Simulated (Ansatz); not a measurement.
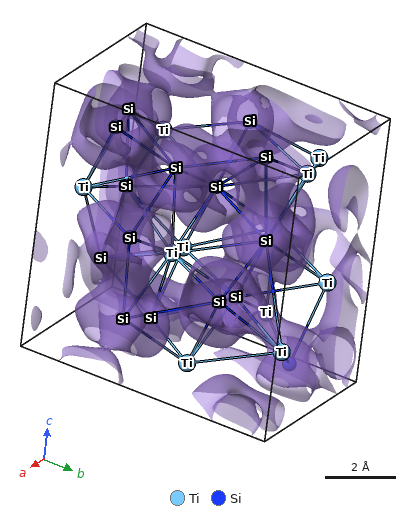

Figure 1: Ti$_{9}$Si$_{16}$ (cell with a defect). Isosurface of the electron localisation function at 0.6 (purple), seen slightly off an axis. Only the valence region is drawn (cores and ρ < 0.01 e/Å³ removed). Sticks mark near contacts.

Computed without spin polarisation.

All numbers below come from DFT PBE, scalar-relativistic, plane waves, PAW (Ansatz 0.2.0).

In a PAW calculation such maps are meaningful between the atoms, not at the nuclei.

```yaml
crystal:
  lattice:
    - [4.80774, 4.13518, 4.27960]
    - [-4.80774, 4.13518, -4.27960]
    - [-4.80774, -4.13518, 4.27960]
  atoms:
    - { symbol: Ti, position: [0.53315, 0.39062, 0.39011] }
    - { symbol: Ti, position: [0.52382, 0.87574, 0.86481] }
    - { symbol: Ti, position: [0.03366, 0.13171, 0.65120] }
    - { symbol: Ti, position: [0.02120, 0.62169, 0.13207] }
    - { symbol: Ti, position: [0.05016, 0.27400, 0.25946] }
    - { symbol: Ti, position: [0.03049, 0.75247, 0.76848] }
    - { symbol: Ti, position: [0.51207, 0.00545, 0.49571] }
    - { symbol: Ti, position: [0.54220, 0.50847, 0.01626] }
    - { symbol: Si, position: [0.21041, 0.01031, 0.16096] }
    - { symbol: Si, position: [0.37687, 0.47889, 0.63897] }
    - { symbol: Si, position: [0.87017, 0.71034, 0.39766] }
    - { symbol: Si, position: [0.85239, 0.21116, 0.87628] }
    - { symbol: Si, position: [0.70017, 0.28833, 0.14127] }
    - { symbol: Si, position: [0.70017, 0.80620, 0.62505] }
    - { symbol: Si, position: [0.19478, 0.06705, 0.45006] }
    - { symbol: Si, position: [0.16868, 0.50978, 0.85032] }
    - { symbol: Si, position: [0.38434, 0.85614, 0.10368] }
    - { symbol: Si, position: [0.68735, 0.41205, 0.75575] }
    - { symbol: Si, position: [0.18700, 0.66768, 0.50690] }
    - { symbol: Si, position: [0.21143, 0.23626, 0.01472] }
    - { symbol: Si, position: [0.38304, 0.61321, 0.26895] }
    - { symbol: Si, position: [0.36834, 0.09447, 0.79049] }
    - { symbol: Si, position: [0.85002, 0.32106, 0.49524] }
    - { symbol: Si, position: [0.81937, 0.80217, 0.96758] }
    - { symbol: Ti, position: [0.75667, 0.94184, 0.26382] }
```

### What do the ELF domains correspond to?

The surface consists of one network that runs through the whole crystal, counted in one cell of 25 atoms. Any copies at cell faces, edges or corners count once.

Values along the shortest contacts:
Si–Si (2.21 Å): the ELF peaks at about 0.85 between the atoms. Ti–Si (2.35 Å): the ELF peaks at about 0.75 in the valence shell of Si, 0.9 Å from its nucleus, and is about 0.40 at the midpoint.

### Metal or insulator at this level of theory?

It is metallic or semimetallic at this level of theory: no gap opens.
